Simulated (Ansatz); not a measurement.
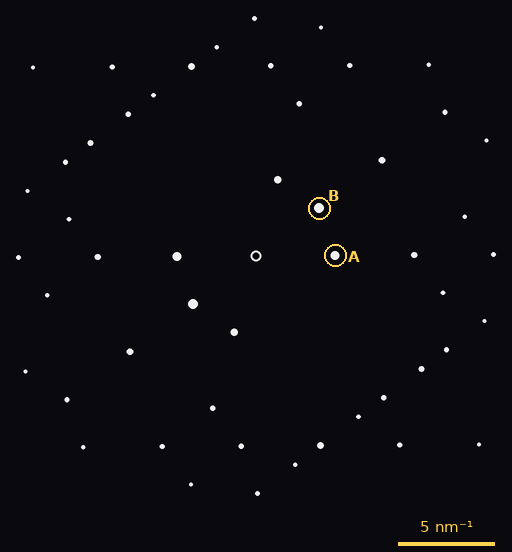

Simulated selected-area electron diffraction pattern (200 kV, kinematic approximation, thin crystal, B = 0.8 Å² for all atoms). Two individuals of a reflection twin are superposed (a geometric construction: whether this twin forms is not tested; the second individual is smaller and so fainter). Crystal: Ge, space group Pm-3n (No. 223), a = 5.376 Å, zone axis [221]. Structure: coordinates from a relaxation with DFT, r2SCAN, plane waves (500 eV) with PAW, scalar-relativistic (Ansatz 0.2.0); the starting structure was generated, so it need not be a known form of this composition.

In the first individual spot A is -1 0 2 and spot B is 0 -1 2.

> On which plane is the crystal twinned?

(01-2). The spot positions of the combined pattern are mirror-symmetric about the row through 0 1 -2 (d = 2.404 Å), which both individuals share, while a single individual has only symmetry 2mm without that mirror line. Friedel's law adds the mirror line at right angles, so a twin on (5-4-2) would give the same picture; the more widely spaced plane was used.

> Which other reflections coincide?

Off the common row, 5 -4 -2 and their kin fall on spots of the second individual; about 22 % of the first individual's visible spots are shared.
